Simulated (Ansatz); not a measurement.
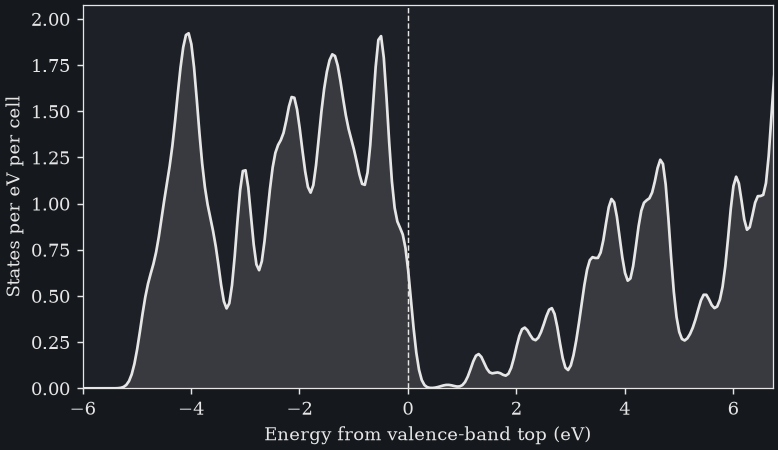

Density of states. Energies are counted from the top of the valence band. The curve is built from the levels of the k mesh with Gaussians 0.3 eV wide, which also blur the band edges.

The Ansatz input:

```
crystal:
  lattice:
    - [0.0, 2.7142662122, 2.7142662122]
    - [2.7142662122, 0.0, 2.7142662122]
    - [2.7142662122, 2.7142662122, 0.0]
  atoms:
    - { symbol: Cd, position: [0.0, 0.0, 0.0] }
    - { symbol: S, position: [0.5, 0.5, 0.5] }
kpoints:
  mp_grid: { grid: [10, 10, 10] }
  band_path:
    path:
      - [0.0, 0.0, 0.0]
      - [0.5, 0.0, 0.5]
      - [0.625, 0.25, 0.625]
      - [0.375, 0.375, 0.75]
      - [0.5, 0.5, 0.5]
      - [0.5, 0.25, 0.75]
    npoints: 1
hamiltonian:
  xc: r2scan
  dispersion: rvv10
scf:
  occupations: { method: fermi_dirac, width: 0.03 }
  n_extra_bands: 4
output:
  forces: true
  stress: true
  eigenvalues: true
```

Command:
```bash
ansatz run input.yaml --threads 2 --pin off --max-ram 2211MiB --backend cpu --events-out ev --progress --plain --runs-dir out
```

**Metal or insulator, going by the density of states?**

There is a gap; over the k points computed it is 0.73 eV (indirect; the smallest direct gap is 2.46 eV).

**How wide is the upper valence band?**

The upper group of valence states starts about 5.0 eV under the valence-band top, with a gap beneath it; it holds about 6 electrons a cell.
